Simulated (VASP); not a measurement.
# Absorption of AlN from time-dependent hybrids, part 3 of 5

Aim: the absorption of AlN from time-dependent DFT with and without exact exchange. The cell is of the wurtzite type, one of the forms listed for this formula. The start is a cell from a database of measured crystal structures.

VASP 6.6.1, plane waves and PAW; the level of theory is named at each step.

So far, lowest excitation (eV): step 4 (casida equation on LDA, time-dependent LDA, Casida form) 4.24; step 5 (random-phase approximation on LDA, RPA spectrum on LDA) 4.24.

The database entry behind the starting cell differs from later determinations by our own check (inner coordinate u about 0.002 short), so it need not match the best structure at ambient conditions.

## 8. Empty bands, functional HSE06

Level of this step: HSE06; plane waves and PAW (Al, N) (VASP).

ALGO = Exact diagonalises the converged Hamiltonian in one step, and LOPTICS writes the k-derivatives of the orbitals (WAVEDER), which give the transition dipoles.

File INCAR:

```
SYSTEM = AlN
PREC = Accurate
ENCUT = 420
ISMEAR = 0
SIGMA = 0.01
LREAL = .FALSE.
LHFCALC = .TRUE.
AEXX = 0.25
GGA = PE
HFSCREEN = 0.2
LASPH = .TRUE.
NBANDS = 24
PRECFOCK = Fast
ALGO = Exact
NELM = 1
LWAVE = .TRUE.
LCHARG = .FALSE.
LOPTICS = .TRUE.
NEDOS = 1000
CSHIFT = 0.1
```

File POSCAR:

```
AlN
1.0
    3.1130000000      0.0000000000      0.0000000000
   -1.5565000000      2.6959370820      0.0000000000
    0.0000000000      0.0000000000      4.9810000000
Al N
2 2
Direct
    0.6666666667      0.3333333333      0.5000000000
    0.3333333333      0.6666666667      0.0000000000
    0.6666666667      0.3333333333      0.8800000000
    0.3333333333      0.6666666667      0.3800000000
```

File KPOINTS:

```
Automatic mesh
0
Gamma
6 6 4
0 0 0
```

PAW data sets: Al and N (PBE family, release 64).

The run starts from files that an earlier step left in the folder.

On the command line:

```sh
> mpirun -np 8 vasp_std
```

The log of the run:

```text
[banner, memory and clock lines left out]
running    8 mpi-ranks, on    1 nodes
[...]
[... a notice as in an earlier step ...]

 LDA part: xc-table for (Slater+PW92), standard interpolation
 found WAVECAR, reading the header
  number of bands has changed, file:    14 present:    24
  trying to continue reading WAVECAR, but it might fail
 POSCAR, INCAR and KPOINTS ok, starting setup
[...]
reading WAVECAR
 random initialization beyond band           14
 the WAVECAR file was read successfully
 initial charge from wavefunction
 entering main loop
       N       E                     dE             d eps       ncg     rms          rms(c)
DIA:   1    -0.349532024594E+02   -0.34953E+02    0.00000E+00     0   0.000E+00
   1 F= -.34953202E+02 E0= -.34953202E+02  d E =-.896710E-22
 writing wavefunctions
 optical routines
 imaginary and real dielectric function
 recalculating local potential from charge density
 direction            1
 direction            2
 direction            3
```

Run time: 6.4 min. Hardware: 8 MPI ranks of AMD EPYC 7R43, shared host; peak memory 2 GiB.

OUTCAR, selected parts (step 8):

```text
 POSITION                                       TOTAL-FORCE (eV/Angst)
 -----------------------------------------------------------------------------------
      1.55650      0.89865      2.49050        -0.000000      0.000000     -0.128258
     -0.00000      1.79729      0.00000         0.000000      0.000000     -0.128258
      1.55650      0.89865      4.38328         0.000000     -0.000000      0.128258
     -0.00000      1.79729      1.89278        -0.000000      0.000000      0.128258
 -----------------------------------------------------------------------------------
    total drift:                                0.000000     -0.000001      0.003025

  FREE ENERGIE OF THE ION-ELECTRON SYSTEM (eV)
  ---------------------------------------------------
  free  energy   TOTEN  =       -34.9532024594 eV

  energy  without entropy=      -34.9532024594  energy(sigma->0) =      -34.95320246

[... 2 parts as in an earlier step ...]

[... 1 further part left out ...]
[key lines of the parts left out:]
E-fermi :   5.2676
```

## 9. Casida equation on HSE06

This step: time-dependent HSE06, Casida form; plane waves and PAW (Al, N) (VASP 6.6.1).

The Casida equation, in the Tamm-Dancoff approximation (ANTIRES = 0), couples the pairs by a local exchange-correlation kernel and by exact exchange, which attracts electron and hole.

File INCAR:

```
SYSTEM = AlN
PREC = Accurate
ENCUT = 420
ISMEAR = 0
SIGMA = 0.01
LREAL = .FALSE.
LHFCALC = .TRUE.
AEXX = 0.25
GGA = PE
HFSCREEN = 0.2
LASPH = .TRUE.
NBANDS = 24
PRECFOCK = Fast
ALGO = TDHF
NBANDSO = 5
NBANDSV = 5
OMEGAMAX = 25
NEDOS = 1000
CSHIFT = 0.1
LWAVE = .FALSE.
LCHARG = .FALSE.
ANTIRES = 0
LFXC = .TRUE.
LADDER = .TRUE.
```

POSCAR is that of step 8.

KPOINTS is that of step 8.

The run starts from files that an earlier step left in the folder.

On the command line:

```sh
> mpirun -np 8 vasp_std
```

The log of the run:

```text
[banner, memory and clock lines left out]
 LDA part: xc-table for (Slater+PW92), standard interpolation
 found WAVECAR, reading the header
 POSCAR, INCAR and KPOINTS ok, starting setup
 FFT: planning ... GRIDC
 FFT: planning ... GRID_SOFT
 FFT: planning ... GRID
 reading WAVECAR
 the WAVECAR file was read successfully
 initial charge from wavefunction
 available memory per node:     89.52 GB, setting MAXMEM to     91663

 The Fermi energy was updated, please check that it is located mid-gap
 values below the HOMO (VB) or above the LUMO (CB) will cause erroneous energies
 E-fermi :   7.9977

 the WAVEDER file was read successfully
 responsefunction array rank=     464
 LDA part: xc-table for (Slater+PW92), standard interpolation

 Doing            0  frequencies on each core in blocks of            0
 parallelization over k-points
 Using distributed matrix
 Using distributed eigensolver
 allocating two-electron 4 orbital integral table    5    5    5    5
 BSE setting up matrix
 available memory per node:     89.31 GB, setting MAXMEM to     91451
 Calculate matrix elements of the BSE Hamiltonian:
 Workload is divided into blocks of two-electron 4 orbital integrals computed in
  parallel.
 Each block/integral has dimensions  of (   5,   5,   5,   5) orbitals
 Total number of blocks/integrals:                10440
 Number of spins:                                     1
 Number of kpoints:                                 144
 Spin channel:                                        1
  Number of blocks of unoccupied bands:               1
  Number of blocks of occupied bands:                 1
 Number of rows/columns of blocks:                  144

                                                        Time (sec)
               Integrals                 Ranks       Real         CPU
  [         1 -       1152/     10440]     8         1.02        0.00
  [      1153 -       2304/     10440]     8         2.01        0.00
  [      2305 -       3456/     10440]     8         3.02        0.00
  [      3457 -       4608/     10440]     8         4.06        0.00
  [      4609 -       5760/     10440]     8         5.10        0.00
  [      5761 -       6912/     10440]     8         6.10        0.00
  [      6913 -       8064/     10440]     8         7.11        0.00
  [      8065 -       9216/     10440]     8         8.14        0.00
  [      9217 -      10368/     10440]     8         9.24        0.00
  [     10369 -      10440/     10440]     8         9.36        0.00

[... 5 parts as in an earlier step ...]
```

The job ended after 20 s (8 MPI ranks; peak memory 2.4 GiB; 2.2 min of CPU time).

OUTCAR, selected parts (step 9):

```text
   NELECT =      16.0000    total number of electrons

 E-fermi :   7.9977

[... 9 parts as in an earlier step ...]

[... 1 further part left out ...]
```

This step gave:

* lowest excitation: 5.538 eV
* direct gap less the lowest excitation: 0.04930 eV

The imaginary dielectric function has structure finer than the step of the table below, so its rows give means over 2 eV, whole bins alone (the curve runs from 0 to 25 eV). Peaks (eV: height): xx 6.8: 4.66, 7.8: 9.81, 8.2: 8.69, 8.6: 12.2, 10.4: 5.93, 11.6: 5.83, 13.6: 3.68; zz 6.9: 8.84, 7.6: 21.1, 8.6: 14.3, 10.2: 5.54, 11.2: 7.37, 11.8: 5.78, 13.5: 5.74.

From 5 filled and 5 empty bands alone, without any pair above OMEGAMAX = 25 eV, so strength is missing wherever others contribute; lines are broadened by CSHIFT, which also makes the tail under the first line. The imaginary dielectric function by photon energy; means over each step:

```csv
photon energy (eV),xx,zz
2,0.0151,0.0170
4,0.0535,0.0650
6,1.09,1.35
8,6.84,7.89
10,4.26,3.43
12,3.63,3.78
14,2.17,2.44
16,0.395,0.417
18,0.0658,0.0888
20,0.0147,0.0158
22,0.00861,0.00894
24,0.00578,0.00599
```

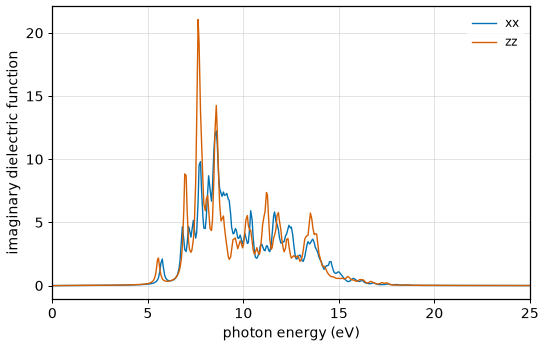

Imaginary dielectric function, plotted against photon energy.

Some of the lowest 40 states alone, with states under 2.5 meV apart joined, scaled to the strongest line shown. Exciton lines, with heights relative to the strongest:

```csv
position (eV),lines merged,oscillator strength
5.538,1,12
5.733,2,23
6.461,2,0.0
6.815,2,44
6.849,2,0.0
6.967,1,51
7.053,2,0.0
7.098,2,0.0
7.107,1,0.0
7.139,2,36
7.151,1,0.0
7.162,2,0.0
7.185,1,0.0
7.337,2,0.0
7.350,1,0.0
7.358,2,20
7.365,2,0.0
7.386,3,19
7.636,1,100
7.652,2,0.0
7.671,2,0.0
7.676,1,0.5
```

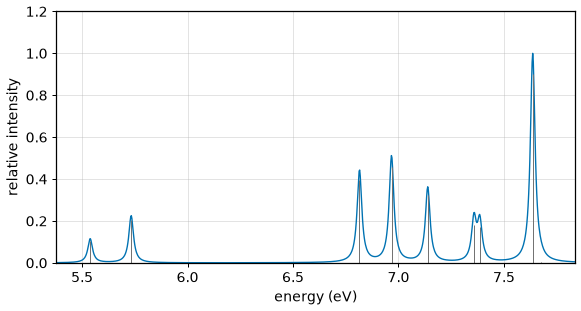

The exciton spectrum, broadened with Lorentzians of width 0.027 eV; bars mark the lines.

The lowest excitation lies at 5.538 eV, -49 meV against the direct gap of these orbitals. No second mesh in this session tests these energies, peaks and heights, and most of the distance from the gap can be the mesh's own exchange term.

## 10. Random-phase approximation on HSE06

This step: RPA spectrum on HSE06; plane waves and PAW (Al, N) (VASP 6.6.1).

With the exchange-correlation kernel off, only the local fields remain: the random-phase approximation.

INCAR, as its differences from that of step 9:

```diff
@@ -22,3 +22,3 @@
 ANTIRES = 0
-LFXC = .TRUE.
-LADDER = .TRUE.
+LFXC = .FALSE.
+LADDER = .FALSE.
```

POSCAR is that of step 9.

KPOINTS is that of step 9.

On the command line:

```sh
> mpirun -np 8 vasp_std
```

The log of the run:

```text
[banner, memory and clock lines left out]
 LDA part: xc-table for (Slater+PW92), standard interpolation
 found WAVECAR, reading the header
 POSCAR, INCAR and KPOINTS ok, starting setup
 FFT: planning ... GRIDC
 FFT: planning ... GRID_SOFT
 FFT: planning ... GRID
 reading WAVECAR
 the WAVECAR file was read successfully
 initial charge from wavefunction
 available memory per node:     89.31 GB, setting MAXMEM to     91458

 Doing            0  frequencies on each core in blocks of            0
 parallelization over k-points
 Using distributed matrix
 Using distributed eigensolver
 allocating two-electron 4 orbital integral table    5    5    5    5
 BSE setting up matrix
 available memory per node:     89.15 GB, setting MAXMEM to     91288
 Calculate matrix elements of the BSE Hamiltonian:
 Workload is divided into blocks of two-electron 4 orbital integrals computed in
  parallel.
 Each block/integral has dimensions  of (   5,   5,   5,   5) orbitals
 Total number of blocks/integrals:                10440
 Number of spins:                                     1
 Number of kpoints:                                 144
 Spin channel:                                        1
  Number of blocks of unoccupied bands:               1
  Number of blocks of occupied bands:                 1
 Number of rows/columns of blocks:                  144

                                                        Time (sec)
               Integrals                 Ranks       Real         CPU
  [         1 -       1152/     10440]     8         0.68        0.00
  [      1153 -       2304/     10440]     8         1.31        0.00
  [      2305 -       3456/     10440]     8         1.95        0.00
  [      3457 -       4608/     10440]     8         2.60        0.00
  [      4609 -       5760/     10440]     8         3.24        0.00
  [      5761 -       6912/     10440]     8         3.91        0.00
  [      6913 -       8064/     10440]     8         4.60        0.00
  [      8065 -       9216/     10440]     8         5.24        0.00
  [      9217 -      10368/     10440]     8         5.91        0.00
  [     10369 -      10440/     10440]     8         5.99        0.00

[... 7 parts as in an earlier step ...]
```

The job ended after 16 s (8 MPI ranks; peak memory 2.4 GiB).

From OUTCAR (step 10):

```text
   NELECT =      16.0000    total number of electrons

 E-fermi :   7.9977

[... 9 parts as in an earlier step ...]

[... 1 further part left out ...]
```

This step gave:

```yaml
lowest_excitation: 5.594 eV
```

The imaginary dielectric function has structure finer than the step of the table below, so its rows give means over 1 eV, whole bins alone (the curve runs from 0 to 25 eV). Peaks (eV: height): xx 8.8: 7.51, 9.3: 8.56, 10.6: 8.02, 11.0: 4.78, 12.0: 6.12, 12.6: 6.94, 13.8: 5.77; zz 8.0: 8.00, 8.8: 12.2, 9.6: 4.90, 10.3: 5.46, 11.4: 8.48, 12.1: 9.61, 14.0: 9.06.

From 5 filled and 5 empty bands alone, without any pair above OMEGAMAX = 25 eV, so strength is missing wherever others contribute; lines are broadened by CSHIFT, which also makes the tail under the first line. Imaginary dielectric function against photon energy; means over each step:

```
photon energy (eV)       xx       zz
                 1  0.00462  0.00514
                 2  0.01000   0.0112
                 3   0.0173   0.0195
                 4   0.0297   0.0343
                 5   0.0723    0.135
                 6    0.383    0.355
                 7     1.12     1.09
                 8     2.77     4.79
                 9     6.49     6.85
                10     5.38     4.27
                11     4.19     3.79
                12     4.48     5.70
                13     4.04     2.92
                14     4.19     5.73
                15     2.52     1.56
                16    0.885    0.961
                17    0.283    0.479
                18    0.138    0.177
                19   0.0484   0.0577
                20   0.0203   0.0255
                21   0.0146   0.0156
                22   0.0112   0.0118
                23  0.00893  0.00934
                24  0.00727  0.00760
```

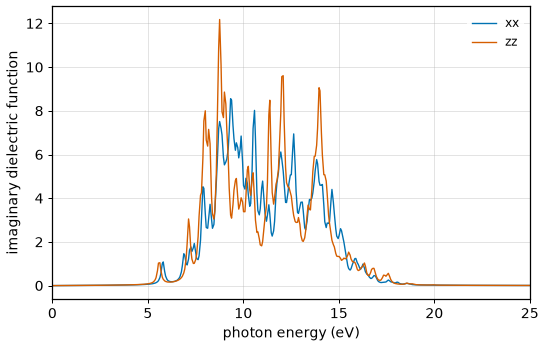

Imaginary dielectric function, plotted against photon energy.

The lowest excitation lies at 5.594 eV, +7 meV against the direct gap of these orbitals. No second mesh in this session tests these energies, peaks and heights.

(Part 3 of 5 ends here.)

[Lines on the potential files, build, host, timing and source positions are cut from VASP's logs without a mark.]

[Logs are printed without paths, hosts, clocks, repeated set-up lines and the standing remarks that a program may print on its own settings, such as how far it seeks lower states.]

[Hosts, paths, dates, database ids (printed as entryN), source tags and the programs' standing remarks are cut or masked in the printed files.]

[Pressures printed for these runs are not shown converged in the cutoff: they can be off by several GPa and have the wrong sign.]
